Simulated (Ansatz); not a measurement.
**Run report: AlO₂, single-point calculation (part 1 of 2)**

The run: single-point calculation of AlO₂ (Pnma, 12 atoms in the cell). Method and program: DFT r2SCAN, scalar-relativistic, plane waves, PAW, spin-polarised (Ansatz 0.2.0).

The structure derives from an entry of the Crystallography Open Database. It belongs to a series of runs on one base structure; here: structure reported for this formula (Pnma, No. 62). Figures and captions count atoms from 1; the log counts them from 0 in places.

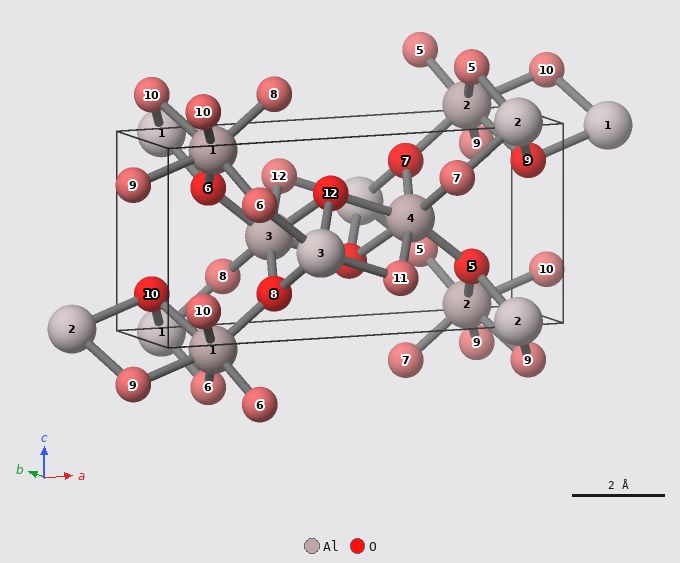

*The structure as given in the input (ball-and-stick view of the cell of the calculation, seen slightly off an axis; neighbours outside the cell are drawn fainter; atoms are numbered from 1 in the order of the input).*

Near neighbours in the crystal (not all of them lie inside the picture): Al has 6 O at 1.84 to 2.02 Å; O has 3 Al at 1.84 to 2.02 Å.

## Input file
```yaml
crystal:
  lattice:
    - [9.44, 0.0, 0.0]
    - [0.0, 2.84, 0.0]
    - [0.0, 0.0, 4.42]
  atoms:
    - { symbol: Al, position: [0.146, 0.25, 0.952] }
    - { symbol: Al, position: [0.854, 0.75, 0.048] }
    - { symbol: Al, position: [0.354, 0.75, 0.452] }
    - { symbol: Al, position: [0.646, 0.25, 0.548] }
    - { symbol: O, position: [0.801, 0.25, 0.287], spin: 1.0 }
    - { symbol: O, position: [0.199, 0.75, 0.713], spin: 1.0 }
    - { symbol: O, position: [0.699, 0.75, 0.787], spin: 1.0 }
    - { symbol: O, position: [0.301, 0.25, 0.213], spin: 1.0 }
    - { symbol: O, position: [0.944, 0.25, 0.802], spin: 1.0 }
    - { symbol: O, position: [0.056, 0.75, 0.198], spin: 1.0 }
    - { symbol: O, position: [0.556, 0.75, 0.302], spin: 1.0 }
    - { symbol: O, position: [0.444, 0.25, 0.698], spin: 1.0 }
basis:
  ecutwfc: 500
kpoints:
  mp_grid: { grid: [2, 6, 4] }
hamiltonian:
  xc: r2scan
scf:
  occupations: { method: gaussian, width: 0.1 }
  lower_state_search: "off"
output:
  forces: true
  stress: true
  eigenvalues: true
  populations: true
magnetization:
  spin_polarized: true
```

Machine: 1 thread of Arm Neoverse V2, 128 GiB of memory available, shared host.

Run as:
```bash
ansatz run input.yaml --threads 1 --pin off --max-ram 2560MiB --backend cpu --events-out ev --progress --plain --runs-dir out
```

## Output
```
Engine: ansatz 0.2.0, aarch64-unknown-linux-gnu
Pseudopotentials: kind: paw
Pseudopotential: Al, paw, valence charge 3, recommended cutoff 500 eV (meta_gga), Al.paw.azcp
Pseudopotential: O, paw, valence charge 6, recommended cutoff 500 eV (meta_gga), O.paw.azcp
Functional definition: r2SCAN
  parameter k0 = 0.174
  parameter k1 = 0.065
  parameter a1 = 4.9479
  exchange = r2scan_x(k0 = k0, k1 = k1, a1 = a1)
  correlation = r2scan_c
Crystal: 12 atoms, lattice volume = 118.498 Å³
Basis set: ecut = 500 eV, 2997 PW (Γ), exchange–correlation on 288×96×144 points (64 copies of the dense FFT grid, shifted against one another)
Bands: 46, of which v1, the nominal top of the filled ones, is band 30 counted from 1 (29 counted from 0)
Symmetry: 8 space group operations
Space group: Pnma (ITA 62), of the structure as read, at distance tolerance 4.9e-5 Å
Magnetic group: BNS 62.441 (UNI 539), of the structure as read, at distance tolerance 4.9e-5 Å
k-points: 24 of 48
Non-local potential: Al, projectors of the file, l = 0: 2, l = 1: 2, l = 2: 1
Non-local potential: O, projectors of the file, l = 0: 2, l = 1: 2, l = 2: 1
PAW form: soft (Blöchl's): semilocal exchange-correlation on the pseudo side does not see the compensation charge
PAW frozen core: Al, regenerated for the run's functional (the file was generated under x = pbe(κ = 0.804, μ = 0.2195149727645171), c = pbe(β = 0.06672455060314922))
PAW frozen core: O, regenerated for the run's functional (the file was generated under x = pbe(κ = 0.804, μ = 0.2195149727645171), c = pbe(β = 0.06672455060314922))
PAW one-centre angular grid: Al, 302 points (default); XC on 160 Gauss nodes
PAW one-centre angular grid: O, 302 points (default); XC on 160 Gauss nodes
Initial density: superposition of atomic densities (chi_scale 0.1, normalization cell, long waves kept (reshape's long-wave potential 0.03 eV rms))
Starting moments: Σ|m| = 8 μB on 8 of 12 sites
Initial wavefunctions: pseudopotential atomic-orbital guess
Functional: x = r2scan, c = r2scan; τ floored in thin density (d = 2e-4 eV/Å³)
SCF iter   1: F=-6709.474337 eV  HF=-6717.322586 eV  |F-HF|=7.85e0  |Δ(HF+E_count)|=         —  Δρ=9.96e-2 (↑2.89e-2 ↓9.96e-2)  dr2=1.49e1  dr2_τ=5.21e-1  dr2_m=2.48e0  M=4.000 μB ∫|m|=4.693 μB  β_m=0.30  ethr=3.10e-3  ⟨swp⟩=9.0  Hψ=11076  notcnv=0  defer=13
preconditioner: auto → Kerker (q_TF=auto, 2.436 Å⁻¹)  [metal: Δε(μ)=0.052 eV  Ē_g=18.872 eV  σ=0.100 eV  W_gap=0.27  n_scr=22 (ndim 8)  ℏωp=26.4 eV  f_vac=0.000  D(μ)=2.65/eV (n_scr^D=16)]
spin=Collinear: Kerker preconditioning applied to the charge; magnetization (m = ρ↑ − ρ↓) channel mixes plain (no charge-response kernel on spin).
SCF iter   2: F=-6715.417033 eV  HF=-6716.559116 eV  |F-HF|=1.14e0  |Δ(HF+E_count)|=   7.63e-1  Δρ=5.63e-2 (↑2.30e-2 ↓5.63e-2)  dr2=4.38e0  dr2_τ=6.55e-2  dr2_m=9.71e-1  M=4.000 μB ∫|m|=4.523 μB  β_m=0.30  ethr=3.10e-3  ⟨swp⟩=2.2  Hψ=4558  notcnv=0  defer=418  κ⁻¹=1.0e0(r=1)
SCF iter   3: F=-6716.752620 eV  HF=-6716.651844 eV  |F-HF|=1.01e-1  |Δ(HF+E_count)|=   9.27e-2  Δρ=3.21e-2 (↑2.24e-2 ↓3.21e-2)  dr2=1.06e0  dr2_τ=3.91e-2  dr2_m=4.52e-1  M=4.000 μB ∫|m|=4.459 μB  β_m=0.30  ethr=3.10e-3  ⟨swp⟩=2.3  Hψ=3705  notcnv=0  defer=414  κ⁻¹=1.6e-2(r=2)
SCF iter   4: F=-6716.365455 eV  HF=-6716.899730 eV  |F-HF|=5.34e-1  |Δ(HF+E_count)|=   2.48e-1  Δρ=2.67e-2 (↑1.68e-2 ↓2.67e-2)  dr2=9.32e-1  dr2_τ=2.97e-2  dr2_m=3.43e-1  M=4.000 μB ∫|m|=4.449 μB  β_m=0.30  ethr=1.77e-3  ⟨swp⟩=2.4  Hψ=3974  notcnv=0  defer=408  κ⁻¹=3.2e-3(r=3)
SCF iter   5: F=-6716.663497 eV  HF=-6716.945789 eV  |F-HF|=2.82e-1  |Δ(HF+E_count)|=   4.61e-2  Δρ=1.85e-2 (↑1.34e-2 ↓1.85e-2)  dr2=5.17e-1  dr2_τ=6.24e-3  dr2_m=1.75e-1  M=4.000 μB ∫|m|=4.416 μB  β_m=0.30  ethr=1.55e-3  ⟨swp⟩=1.3  Hψ=2409  notcnv=0  defer=408  κ⁻¹=4.1e-4(r=4)
SCF iter   6: F=-6716.997853 eV  HF=-6716.947270 eV  |F-HF|=5.06e-2  |Δ(HF+E_count)|=   1.48e-3  Δρ=1.00e-2 (↑1.00e-2 ↓8.79e-3)  dr2=3.34e-2  dr2_τ=7.72e-3  dr2_m=8.78e-2  M=4.000 μB ∫|m|=4.382 μB  β_m=0.30  ethr=8.62e-4  ⟨swp⟩=2.6  Hψ=2951  notcnv=0  defer=408  κ⁻¹=3.7e-5(r=5)
SCF iter   7: F=-6717.017246 eV  HF=-6716.981401 eV  |F-HF|=3.58e-2  |Δ(HF+E_count)|=   3.41e-2  Δρ=7.47e-3 (↑6.61e-3 ↓7.47e-3)  dr2=9.83e-3  dr2_τ=1.15e-3  dr2_m=5.15e-2  M=4.000 μB ∫|m|=4.367 μB  β_m=1.20  ethr=5.57e-5  ⟨swp⟩=2.6  Hψ=3914  notcnv=0  defer=406
Mixer restart at iter 7: flushing history
spin-set hold released at iteration 7 (site moments contracting): the magnetisation degrees of freedom join the quasi-Newton model from the next iteration; the mixer history was flushed
SCF iter   8: F=-6717.023879 eV  HF=-6717.021655 eV  |F-HF|=2.22e-3  |Δ(HF+E_count)|=   4.03e-2  Δρ=4.43e-3 (↑1.36e-3 ↓4.43e-3)  dr2=2.67e-2  dr2_τ=2.82e-4  dr2_m=3.81e-3  M=4.000 μB ∫|m|=4.340 μB  β_m=1.20  ethr=1.64e-5  ⟨swp⟩=2.0  Hψ=3778  notcnv=0  defer=406  κ⁻¹=1.0e0(r=1)
SCF iter   9: F=-6717.031526 eV  HF=-6717.027330 eV  |F-HF|=4.20e-3  |Δ(HF+E_count)|=   5.67e-3  Δρ=3.34e-3 (↑1.75e-3 ↓3.34e-3)  dr2=1.98e-2  dr2_τ=9.46e-5  dr2_m=9.09e-4  M=4.000 μB ∫|m|=4.331 μB  β_m=1.20  ethr=1.64e-5  ⟨swp⟩=2.3  Hψ=3475  notcnv=0  defer=406  κ⁻¹=4.9e-2(r=2)
SCF iter  10: F=-6717.040373 eV  HF=-6717.036326 eV  |F-HF|=4.05e-3  |Δ(HF+E_count)|=   9.00e-3  Δρ=2.31e-3 (↑1.69e-3 ↓2.31e-3)  dr2=9.06e-3  dr2_τ=1.54e-4  dr2_m=6.11e-4  M=4.000 μB ∫|m|=4.316 μB  β_m=1.20  ethr=1.64e-5  ⟨swp⟩=2.0  Hψ=3355  notcnv=0  defer=406  κ⁻¹=1.8e-2(r=3)
SCF iter  11: F=-6717.041159 eV  HF=-6717.037697 eV  |F-HF|=3.46e-3  |Δ(HF+E_count)|=   1.37e-3  Δρ=2.07e-3 (↑1.19e-3 ↓2.07e-3)  dr2=6.88e-3  dr2_τ=3.91e-5  dr2_m=2.93e-4  M=4.000 μB ∫|m|=4.315 μB  β_m=1.20  ethr=1.51e-5  ⟨swp⟩=1.4  Hψ=2646  notcnv=0  defer=406  κ⁻¹=7.1e-3(r=4)
SCF iter  12: F=-6717.042620 eV  HF=-6717.042912 eV  |F-HF|=2.92e-4  |Δ(HF+E_count)|=   5.21e-3  Δρ=1.30e-3 (↑9.13e-4 ↓1.30e-3)  dr2=3.62e-3  dr2_τ=5.95e-5  dr2_m=2.01e-4  M=4.000 μB ∫|m|=4.302 μB  β_m=1.20  ethr=1.15e-5  ⟨swp⟩=2.4  Hψ=3474  notcnv=0  defer=406  κ⁻¹=4.0e-3(r=5)
SCF iter  13: F=-6717.043233 eV  HF=-6717.043012 eV  |F-HF|=2.21e-4  |Δ(HF+E_count)|=   9.99e-5  Δρ=4.45e-4 (↑3.44e-4 ↓4.45e-4)  dr2=5.49e-4  dr2_τ=6.18e-6  dr2_m=3.12e-5  M=4.000 μB ∫|m|=4.291 μB  β_m=1.20  ethr=6.03e-6  ⟨swp⟩=2.0  Hψ=3595  notcnv=0  defer=406  κ⁻¹=1.7e-3(r=6)
SCF iter  14: F=-6717.043405 eV  HF=-6717.043235 eV  |F-HF|=1.70e-4  |Δ(HF+E_count)|=   2.23e-4  Δρ=3.64e-4 (↑2.62e-4 ↓3.64e-4)  dr2=3.17e-4  dr2_τ=5.10e-6  dr2_m=1.27e-5  M=4.000 μB ∫|m|=4.293 μB  β_m=1.20  ethr=9.16e-7  ⟨swp⟩=2.4  Hψ=3476  notcnv=0  defer=404  κ⁻¹=4.6e-4(r=7)
SCF iter  15: F=-6717.043477 eV  HF=-6717.043517 eV  |F-HF|=3.97e-5  |Δ(HF+E_count)|=   2.82e-4  Δρ=3.04e-4 (↑1.38e-4 ↓3.04e-4)  dr2=1.55e-4  dr2_τ=2.15e-6  dr2_m=1.43e-5  M=4.000 μB ∫|m|=4.296 μB  β_m=1.20  ethr=5.28e-7  ⟨swp⟩=2.3  Hψ=3492  notcnv=0  defer=404  κ⁻¹=1.0e-4(r=8)
SCF iter  16: F=-6717.043564 eV  HF=-6717.043566 eV  |F-HF|=1.79e-6  |Δ(HF+E_count)|=   4.92e-5  Δρ=1.26e-4 (↑7.96e-5 ↓1.26e-4)  dr2=2.78e-5  dr2_τ=2.85e-7  dr2_m=1.29e-6  M=4.000 μB ∫|m|=4.298 μB  β_m=1.20  ethr=2.58e-7  ⟨swp⟩=2.3  Hψ=3248  notcnv=0  defer=404  κ⁻¹=2.0e-4(r=8)
SCF iter  17: F=-6717.043568 eV  HF=-6717.043566 eV  |F-HF|=2.07e-6  |Δ(HF+E_count)|=   4.84e-7  Δρ=7.41e-5 (↑4.02e-5 ↓7.41e-5)  dr2=9.37e-6  dr2_τ=1.20e-7  dr2_m=7.64e-7  M=4.000 μB ∫|m|=4.297 μB  β_m=1.20  ethr=4.63e-8  ⟨swp⟩=2.4  Hψ=3331  notcnv=0  defer=406  κ⁻¹=8.2e-5(r=8)
SCF iter  18: F=-6717.043571 eV  HF=-6717.043571 eV  |F-HF|=5.35e-7  |Δ(HF+E_count)|=   4.80e-6  Δρ=2.51e-5 (↑2.27e-5 ↓2.51e-5)  dr2=1.83e-6  dr2_τ=3.14e-8  dr2_m=4.22e-8  M=4.000 μB ∫|m|=4.297 μB  β_m=1.20  ethr=1.56e-8  ⟨swp⟩=2.0  Hψ=3228  notcnv=0  defer=406  κ⁻¹=1.1e-4(r=8)
SCF iter  19: F=-6717.043571 eV  HF=-6717.043571 eV  |F-HF|=1.92e-7  |Δ(HF+E_count)|=   2.62e-8  Δρ=1.45e-5 (↑1.40e-5 ↓1.45e-5)  dr2=4.22e-7  dr2_τ=1.22e-8  dr2_m=1.02e-8  M=4.000 μB ∫|m|=4.297 μB  β_m=1.20  ethr=3.05e-9  ⟨swp⟩=2.4  Hψ=2995  notcnv=0  defer=406  κ⁻¹=7.7e-5(r=8)
SCF iter  20: F=-6717.043571 eV  HF=-6717.043571 eV  |F-HF|=1.75e-7  |Δ(HF+E_count)|=   2.71e-7  Δρ=8.53e-6 (↑7.97e-6 ↓8.53e-6)  dr2=1.13e-7  dr2_τ=3.77e-9  dr2_m=2.40e-9  M=4.000 μB ∫|m|=4.297 μB  β_m=1.20  ethr=7.03e-10  ⟨swp⟩=2.1  Hψ=2969  notcnv=0  defer=406  κ⁻¹=9.9e-6(r=8)
SCF iter  21: F=-6717.043571 eV  HF=-6717.043571 eV  |F-HF|=4.38e-8  |Δ(HF+E_count)|=   1.81e-7  Δρ=5.48e-6 (↑3.88e-6 ↓5.48e-6)  dr2=5.04e-8  dr2_τ=1.24e-9  dr2_m=4.24e-9  M=4.000 μB ∫|m|=4.297 μB  ethr=1.67e-10  ⟨swp⟩=14.2  Hψ=11656  notcnv=0
SCF 1 converged in 21 iterations: F = -6717.043571 eV  dr2 = 5.04e-8
  greatest PAW one-centre occupation: 0.883 electrons in one spin orbital (limit 2), on the O atom at site 11 (counted from 0), in its partial waves of l = 0
```

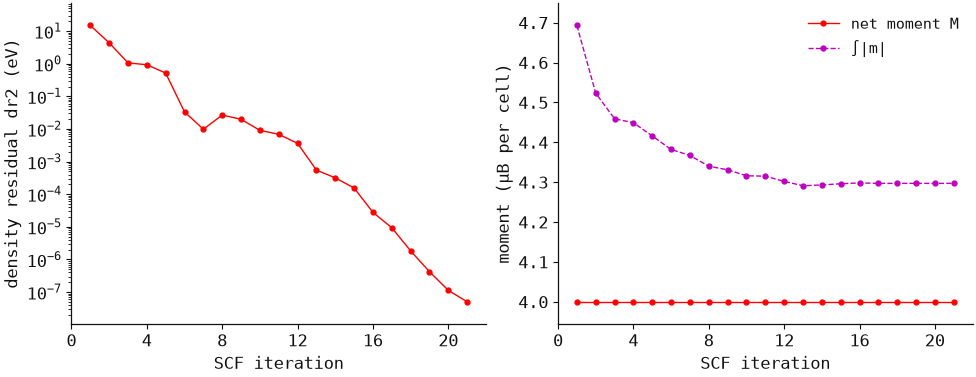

*Convergence of the self-consistent field: density residual dr2 and magnetic moment against the SCF iteration.*

The residual comes down, with one marked jump up, by a factor of about 2.5, at step 8. The net moment stays at 4.0 μB per cell.
